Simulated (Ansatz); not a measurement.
# NaCl: what the fields show

```
Na Cl
1.0
     6.25146    0.00000    0.00000
     0.00000    0.00000   -6.25146
     0.00000    6.25146    0.00000
Na Cl
4 4
Direct
  0.75000 0.75000 0.25000
  0.25000 0.75000 0.75000
  0.25000 0.25000 0.25000
  0.75000 0.25000 0.75000
  0.00000 0.50000 0.00000
  0.50000 0.50000 0.50000
  0.50000 0.00000 0.00000
  0.00000 0.00000 0.50000
```

Space group F-43m; a structure generated by program, which may or may not match a known phase.

Level of theory: DFT PBE, scalar-relativistic, plane waves, PAW in Ansatz.

The density is the valence pseudo-density of a PAW calculation; it isn't the true density close to the nuclei.

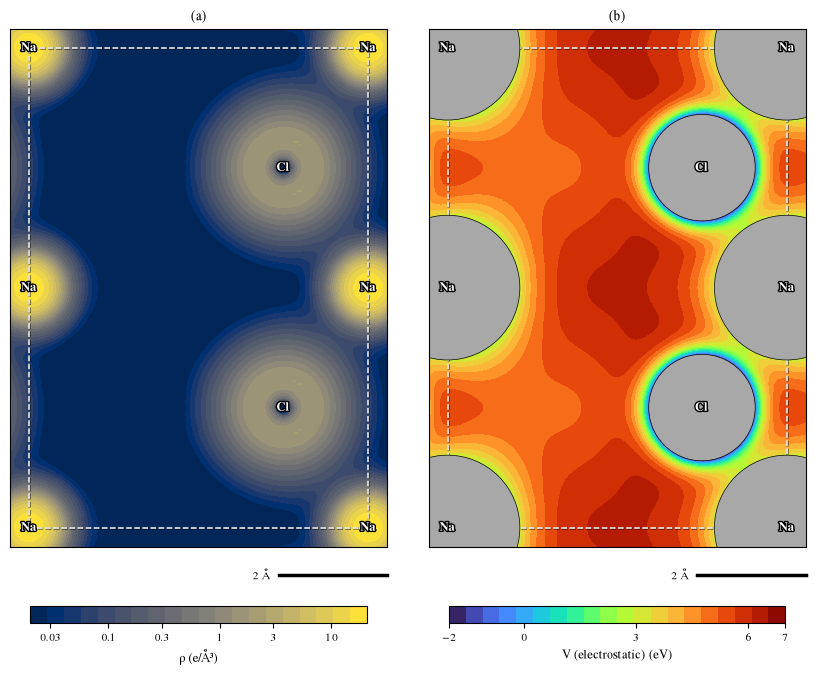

Figure 1. (a) valence charge density (pseudo); (b) electrostatic potential (local pseudopotential plus Hartree) felt by an electron on the (101) plane of the conventional cell. Grey discs cover the atomic cores in the potential map.

### What does the map show?

- The section cuts through Na and Cl sites.
- Na–Cl (2.71 Å): ρ at the midpoint is about 0.17 e/Å³.
- The density dies away to nearly zero in the voids.
- Outside the cores the potential energy rises away from the atoms and is highest about 1.9 Å from the nearest atoms; its zero is arbitrary.

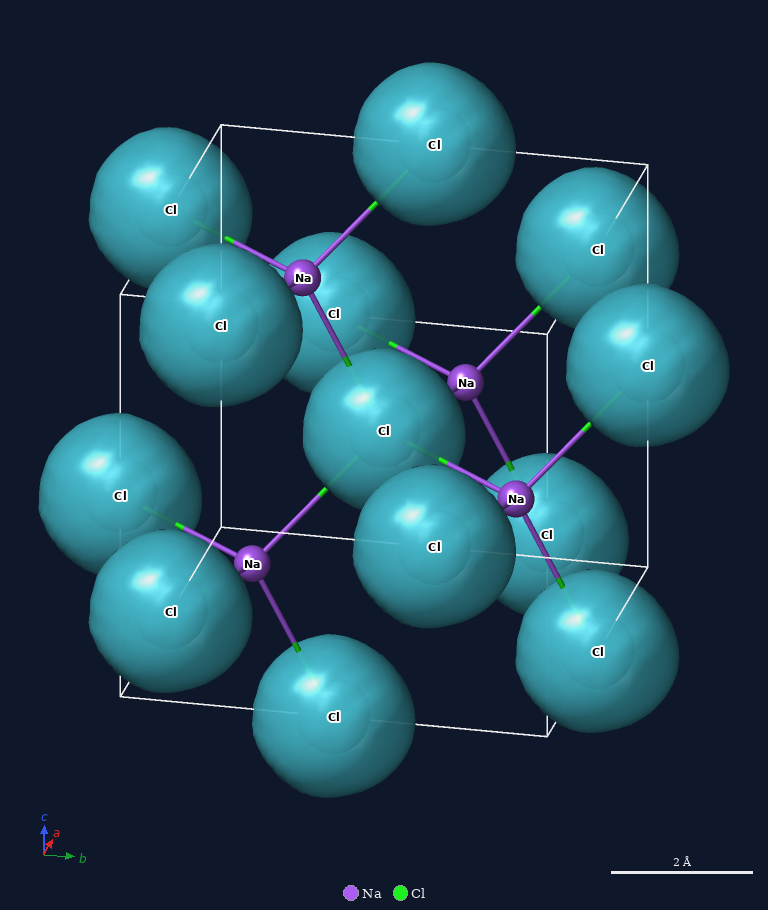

Figure 2. Isosurface of the ELF at 0.8 (cyan), seen at an oblique angle. Only the valence region is drawn (cores and ρ < 0.01 e/Å³ removed). Sticks mark near contacts.

### Describe the localisation domains.

The ELF exceeds this value in four regions wrapped around Cl (the valence shell of each), counted in one cell of 8 atoms. Any copies at cell faces, edges or corners count once. Profiles from the grid: Na–Cl (2.71 Å): the ELF peaks at about 0.90 in the valence shell of Cl, 0.8 Å from its nucleus, and falls to about 0 next to Na: a largely ionic contact.

### Does the calculation give a band gap?

It is gapped, with a Kohn–Sham gap of 4.9 eV on the k-point mesh (the band edges may lie off the mesh, which would make the gap smaller).
